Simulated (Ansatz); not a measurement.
System: Sc.

Input file:

```
crystal:
  lattice:
    - [3.2642783016, 0.0, 0.0]
    - [-1.6321391508, 2.8269479342, 0.0]
    - [0.0, 0.0, 5.2020304526]
  atoms:
    - { symbol: Sc, position: [0.6666666667, 0.3333333333, 0.75] }
    - { symbol: Sc, position: [0.3333333333, 0.6666666667, 0.25] }
hamiltonian:
  xc: pbe
  pseudopotentials: { kind: paw }
kpoints:
  mp_grid: { grid: [9, 9, 5] }
scf:
  occupations: { method: fermi_dirac, width: 0.05 }
output:
  forces: true
  stress: true
  eigenvalues: true
  write_density: true
  write_potential: true
  elf: true
  volumetric_format: npy
```

Command:

```sh
ansatz run input.yaml --threads 2 --pin off --max-ram 5632MiB --backend cpu --events-out ev --progress --plain --runs-dir out
```

Below, planes, directions and counts refer to the conventional cell (a = 3.26 Å, b = 3.26 Å, c = 5.20 Å, α = 90.00°, β = 90.00°, γ = 120.00°).

Space group P6₃/mmc.

Method: Ansatz, Kohn-Sham DFT of a periodic cell, PBE, Ansatz PAW.

**What can the converged valence pseudo-density and electron localisation function tell about the bonding?**

Sc–Sc (3.26 Å): ρ is about 0.12 e/Å³ halfway; the ELF is about 0.25 at the midpoint; no localised pair shows between them.
The ELF has a maximum of about 0.75 in the space between the atoms, on no atom or two-centre bond.

**Does the calculation give a band gap?**

It is metallic or semimetallic at this level of theory: no gap opens.

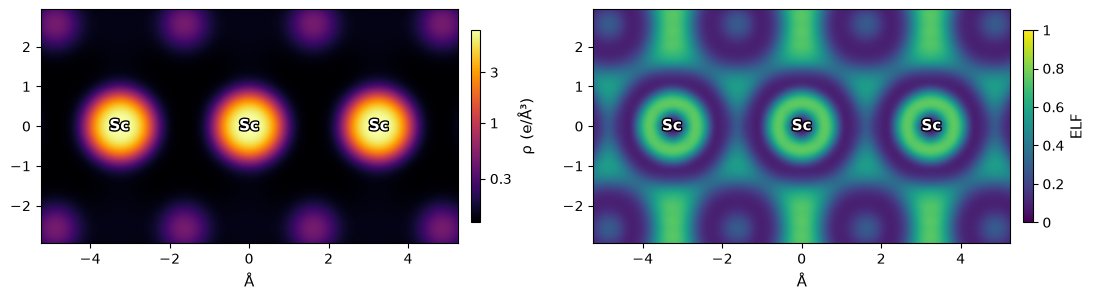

Computed valence pseudo-density and electron localisation function on the (010) plane of the conventional cell, in this order. Atoms just off the plane (Sc, 0.9 Å away) can leave unmarked features too.
